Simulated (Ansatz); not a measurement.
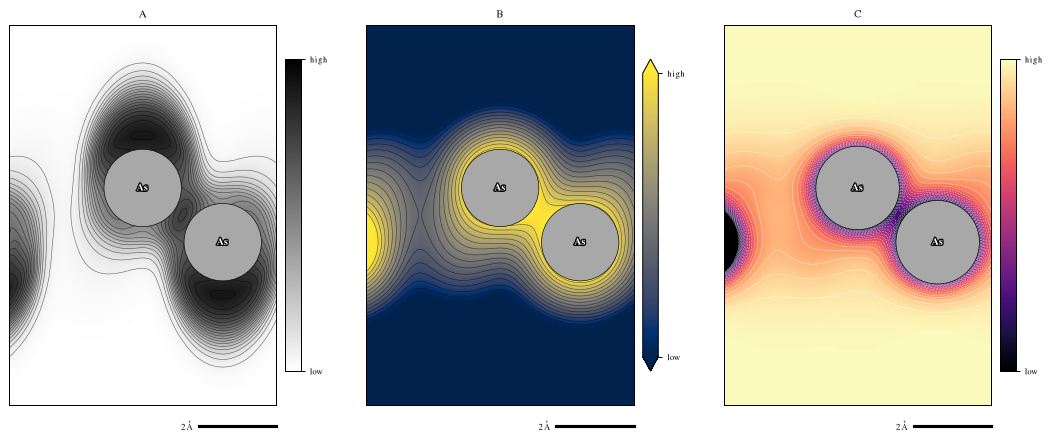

As (slab): 3 fields on the (110) plane of the calculation cell, a cut from vacuum to vacuum, with unlabelled colour scales. Grey discs cover the atomic cores.

Theory: DFT PBE+D3(BJ), scalar-relativistic, plane waves, PAW in Ansatz 0.2.0.

**The panels show electron localisation function, electrostatic potential energy of an electron and valence pseudo-density in some order. Assign them.**

Panel A: electron localisation function. Panel B: valence pseudo-density. Panel C: electrostatic potential energy of an electron (low next to the atoms, rising into the space between them). From the grid: As–As (2.49 Å): the density is about 0.53 e/Å³ at the midpoint; the ELF peaks at about 0.75 between the atoms; a covalent bond.
